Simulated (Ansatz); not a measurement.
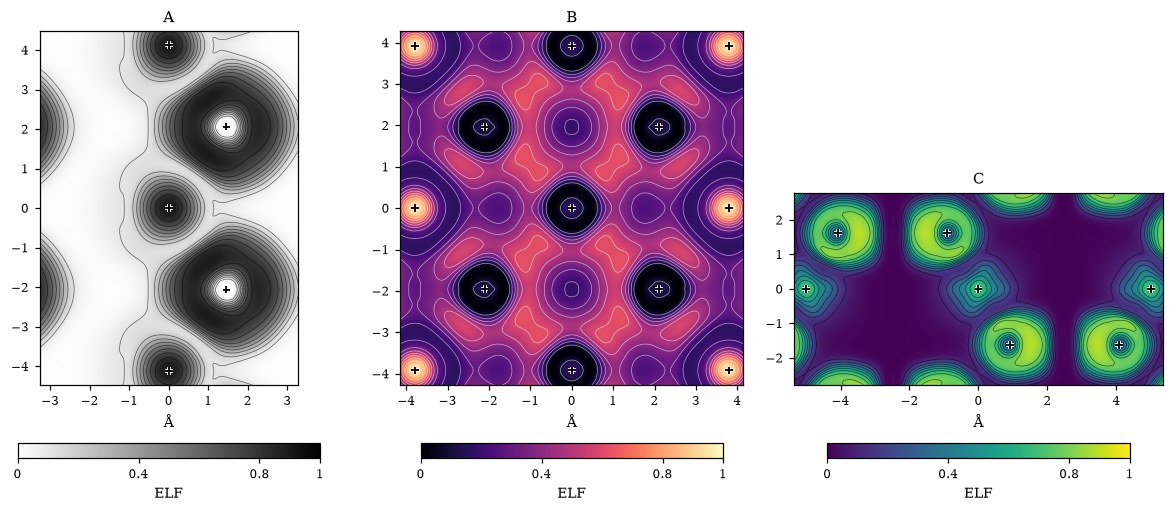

The ELF of 3 systems, each on a plane through atoms (crosses mark nuclei in the plane).

These are results of DFT r2SCAN, scalar-relativistic, plane waves, PAW (Ansatz), not measurements.

System 1: NiO$_{2}$, the (110) plane of the conventional cell. Space group P6₃/mmc; a structure from a database of computed crystals, not necessarily the ambient phase; computed pressure about −2 GPa in this cell; computed without spin polarisation.

System 2: MnS, the (011) plane of the conventional cell. Space group F-43m; changed on purpose from its base cell (volume × 1.10); computed pressure about −5 GPa in this cell; spin-polarised.

```
Mn S
1.0
     5.82899    0.00000    0.00000
     0.00000    0.00000   -5.82899
     0.00000    5.82899    0.00000
Mn S
4 4
Cartesian
  2.9145 0.0000 -2.9145
  0.0000 2.9145 -2.9145
  0.0000 0.0000 0.0000
  2.9145 2.9145 0.0000
  1.4572 1.4572 -4.3717
  4.3717 4.3717 -4.3717
  4.3717 1.4572 -1.4572
  1.4572 4.3717 -1.4572
```

System 3: Al$_{3}$Cu, the (110) plane of the conventional cell. Space group P4/mmm; a structure from a database of computed crystals, not necessarily the ambient phase; computed without spin polarisation.

**Which map belongs to which system?**

Panel A is system 2, MnS: the plane holds Mn and S. Mn–S (2.52 Å): the ELF peaks at about 0.90 in the valence shell of S, 0.8 Å from its nucleus, and is about 0.50 at the midpoint. Panel B is system 3, Al$_{3}$Cu: the plane holds Al and Cu. Al–Cu (2.59 Å): the ELF is about 0.45 at the midpoint. Panel C is system 1, NiO$_{2}$: the plane holds Ni and O. Ni–O (1.86 Å): the ELF peaks at about 0.85 in the valence shell of O, 0.7 Å from its nucleus, and is about 0.30 at the midpoint.
